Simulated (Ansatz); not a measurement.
Consider this structure.

```
CELL_PARAMETERS angstrom
4.87765 0.00000 0.00000
0.00000 4.87765 0.00000
0.00000 0.00000 3.23033
ATOMIC_POSITIONS crystal
Sn 0.00000 0.00000 0.00000
Sn 0.50000 0.50000 0.50000
O 0.80739 0.80739 0.50000
O 0.30739 0.69261 0.00000
O 0.69261 0.30739 0.00000
O 0.19261 0.19261 0.50000
```

What does this file describe?

The compound is SnO2. Its lattice is primitive tetragonal, its space group P4_2/mnm (No. 136). Type of structure: rutile. Content of the cell: 2 Sn, 4 O (Z = 2). Each Sn has six O in a distorted octahedral arrangement at 2.09 to 2.12 Å. O is linked to three Sn at 2.09 to 2.12 Å. The bonds build a three-dimensional framework.

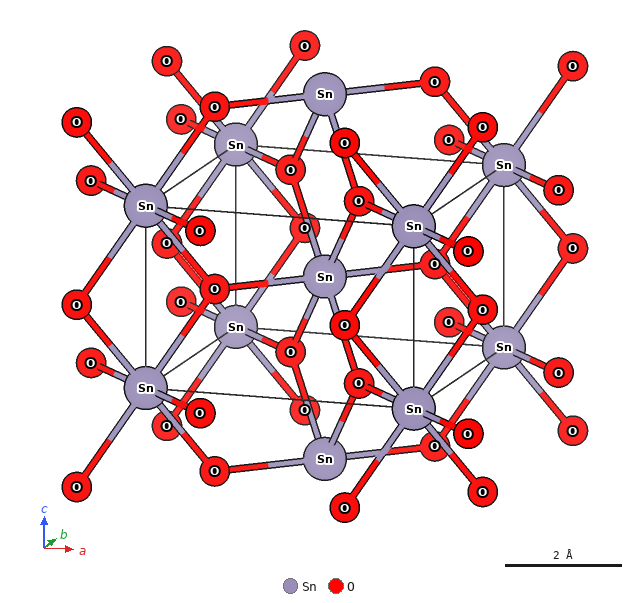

View slightly off an axis, drawn as a ball-and-stick model. Lines trace the edges of the conventional unit cell. Atoms of adjacent cells appear where they bond to atoms in the box. Colours: tin purple, oxygen red.

Origin of the cell: a structure listed in the Materials Project. It was relaxed at fixed volume with DFT r2SCAN, scalar-relativistic, plane waves, PAW in Ansatz.

At this level of theory the run's own cell isn't at rest (stretched, at -10 GPa), so its distances can differ from those at equilibrium, the more so the softer the solid.
